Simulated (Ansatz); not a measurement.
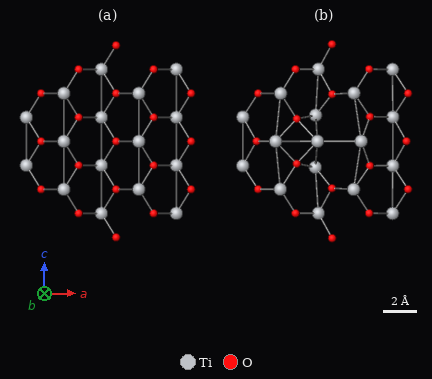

Left: perfect TiO2. Right: the same region with one point defect, after relaxing the atoms in a supercell of 72 sites. Style: ball-and-stick. Shown: the atoms within 6.0 Å of one point, in a slice 3.4 Å thick across the line of sight, along the b axis.

Computed with DFT, PBEsol, PAW, plane waves (Ansatz 0.2.0). Set-up: plane-wave cutoff 420 eV; k-point mesh 1 × 1 × 1; mesh shifted by (0.25, 0.25, 0.25); collinear spin. Fermi-Dirac smearing of 0.01 eV. A uniform background neutralises the charged cell. The axes drawn are those of the host's conventional cell.

### What kind of defect was made?

An oxygen atom is replaced by titanium.

The charge state of the cell is +2.

### How does the lattice respond?

In the host the O atom has 3 Ti at 1.94 to 1.98 Å; the Ti atom ends with 5 O at 1.91 to 2.02 Å. Of the host's atoms, a titanium atom moves furthest from its site, by 0.39 Å. The Ti atom itself moves 1.60 Å from where it was put. The cell's net moment is 2.00 μB.

Limits of the set-up: the cell is charged, on a uniform background, and energies carry no finite-size correction.
